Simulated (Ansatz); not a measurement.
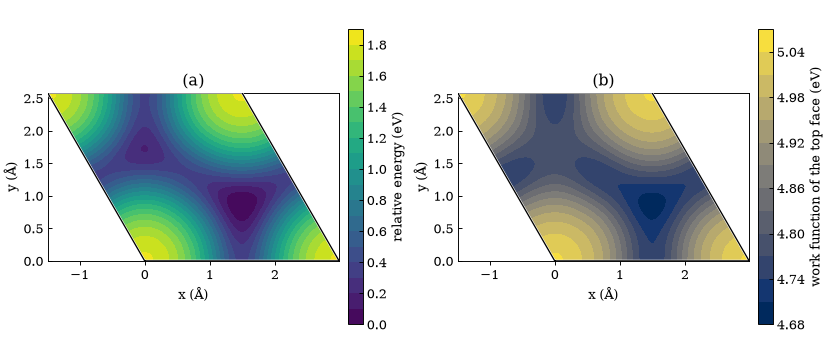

S on a Ta(111) slab cut from the Fm-3m phase, its upper half relaxed before the scan (12 atoms of substrate and one adsorbate in a 2 × 2 cell). S is moved over the surface cell; relaxed at each place: the height of the adsorbate's atoms; substrate rigid; the origin of the map has the adsorbate above Ta9. Places are given modulo a cell vector. The map is drawn in real space over the plane of the surface. The grid has 6 × 6 points; 10 points were computed and 26 follow by symmetry. Places are given in fractions of the 1 × 1 surface cell. Energies are in eV, from the lowest grid point. The calculation used DFT PBE, scalar-relativistic, plane waves, PAW in Ansatz 0.2.0. Settings: cutoff 420 eV, k-mesh 6×6×1, gaussian smearing 0.1 eV, no spin polarisation.

Panel (a) is the energy; panel (b) is the computed work function of the top face, in eV.

In the figure: filled contours, the outline of one cell of the plane. Between grid points the surface is interpolated.

### How does the work function of the top face vary over the map, and what is it at the lowest grid point?

It runs from 4.69 eV at a threefold hollow over a third-layer Ta atom, (4/6, 2/6) of the cell vectors to 5.04 eV at the top site over a surface Ta atom, (0/6, 0/6) of the cell vectors. At the lowest grid point, a threefold hollow over a third-layer Ta atom, (4/6, 2/6) of the cell vectors, it is 4.69 eV.

PAW datasets: the set soft_1.
